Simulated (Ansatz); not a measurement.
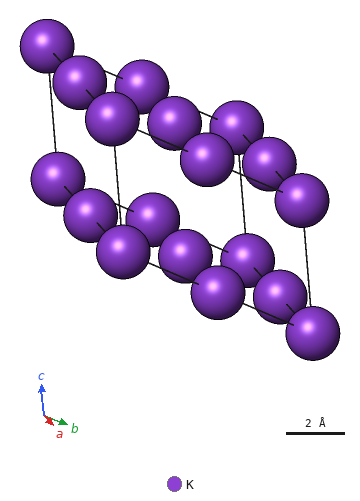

Starting frame of a dynamics run of a 4-atom cell of K (set up in Im-3m). The picture is a spheres-only view of the simulation cell, seen slightly off an axis.

The calculation used DFT, r2SCAN, PAW with Ansatz's default frozen-core files, scalar-relativistic in Ansatz 0.2.0.

The input:
```yaml
crystal:
  lattice:
    - [-5.3951170334, 5.3951170334, 5.3951170334]
    - [5.3951170334, -5.3951170334, 5.3951170334]
    - [2.6975585167, 2.6975585167, -2.6975585167]
  atoms:
    - { symbol: K, position: [0.0, 0.0, 0.0] }
    - { symbol: K, position: [0.0, 0.5, 0.0] }
    - { symbol: K, position: [0.5, 0.0, 0.0] }
    - { symbol: K, position: [0.5, 0.5, 0.0] }
kpoints:
  mp_grid: { grid: [3, 3, 5] }
scf:
  occupations: { method: fermi_dirac, width: 0.08 }
hamiltonian:
  xc: r2scan
  pseudopotentials: { kind: paw }
output:
  forces: true
  stress: true
md:
  timestep: 3.0
  n_steps: 30
  ensemble: nve
  temperature: 1200
  initial_velocities: maxwell_boltzmann
  seed: 483982
```

Launched with:
```bash
ansatz run input.yaml --threads 2 --pin off --max-ram 4096MiB --backend cpu --events-out ev --progress --plain --runs-dir out
```

**What does the trajectory do?**

The mean temperature in the second half is 798 K (standard deviation 128 K). The potential energy is still drifting at the end, so the run hasn't reached equilibrium. The potential energy in the second half lies on average 39.0 meV per atom above the first frame. The mean pressure there is 0.2 GPa. Root-mean-square distances from the starting positions over the second half, with the common drift of all atoms taken out: K 0.48 Å. The run lasts only 90 fs, too short to tell vibration from diffusion.

Along the run (each row but the first and the last is the mean over the interval that it begins):

| time (fs) | potential energy (meV/atom) | T (K) | p (GPa) |
| --- | --- | --- | --- |
| 0.0 | 0.0 | 1200 | 0.1 |
| 9.0 | 1.5 | 1185 | 0.1 |
| 18.0 | 4.4 | 1155 | 0.1 |
| 27.0 | 8.8 | 1110 | 0.2 |
| 36.0 | 14.5 | 1050 | 0.2 |
| 45.0 | 21.5 | 978 | 0.2 |
| 54.0 | 29.3 | 898 | 0.2 |
| 63.0 | 37.6 | 812 | 0.2 |
| 72.0 | 46.0 | 726 | 0.2 |
| 81.0 | 53.8 | 645 | 0.2 |
| 90.0 | 58.5 | 596 | 0.2 |

The paths of the atoms:

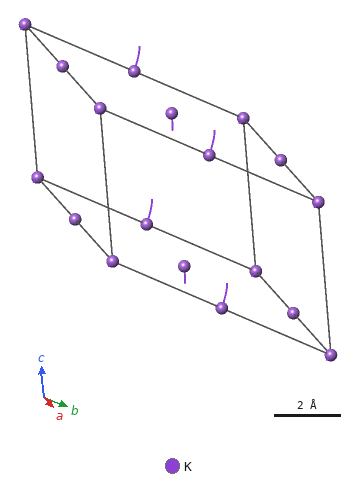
